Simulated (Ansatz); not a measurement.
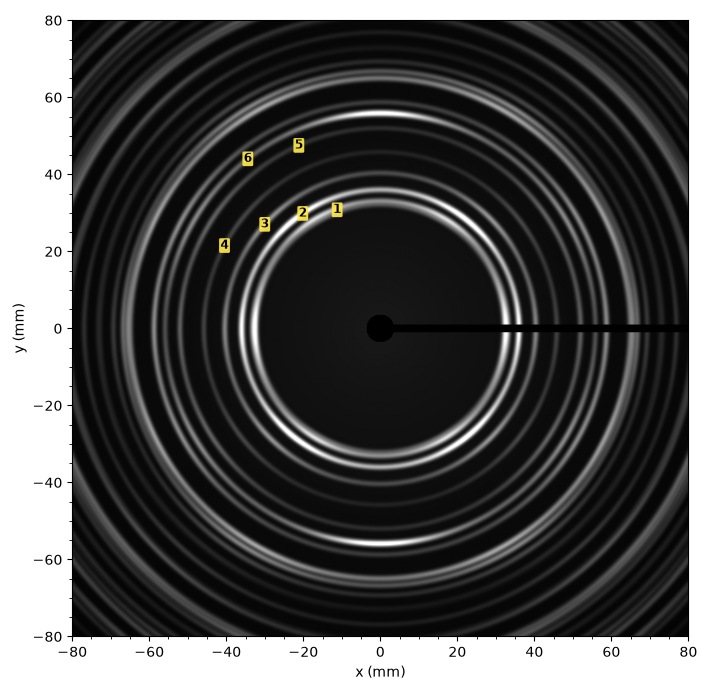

Simulated X-ray powder rings on a flat area detector normal to the beam: λ = 0.2066 Å, sample-to-detector distance 390 mm, axes in mm from the beam centre, for a sample with fibre texture (March–Dollase model, fibre axis vertical in the picture). Kinematic intensities with B = 1.0 Å² for all atoms, without absorption; brightness goes as intensity to the power 0.5, clipped at the top. Reflections closer than the ring width show as one ring.

The sample is Ta, space group P6_3/mmc, a = 2.906 Å, b = 2.906 Å, c = 9.935 Å, α = 90.00°, β = 90.00°, γ = 120.00°. Basis of the simulation: the geometry relaxed with DFT PBEsol, scalar-relativistic, plane waves, PAW (Ansatz 0.2.0); the starting structure was generated, so it need not be a known form of this composition.

Give radius, d-spacing and indices of the numbered rings.

```json
{"ring": "1", "radius": "32.8 mm", "2θ (°)": "4.80", "d (Å)": "2.52 + 2.48 + 2.44", "hkl": "100 + 004 + 101"}
{"ring": "2", "radius": "36.0 mm", "2θ (°)": "5.27", "d (Å)": "2.25", "hkl": "102"}
{"ring": "3", "radius": "40.4 mm", "2θ (°)": "5.91", "d (Å)": "2.00", "hkl": "103"}
{"ring": "4", "radius": "45.8 mm", "2θ (°)": "6.70", "d (Å)": "1.768", "hkl": "104"}
{"ring": "5", "radius": "52.0 mm", "2θ (°)": "7.60", "d (Å)": "1.560", "hkl": "105"}
{"ring": "6", "radius": "55.9 mm", "2θ (°)": "8.15", "d (Å)": "1.453", "hkl": "110"}
```

Which lattice planes lie preferentially normal to the fibre axis?

The (1 1 0) planes: ring 6 is concentrated at the top and bottom of the pattern (March parameter 0.35).
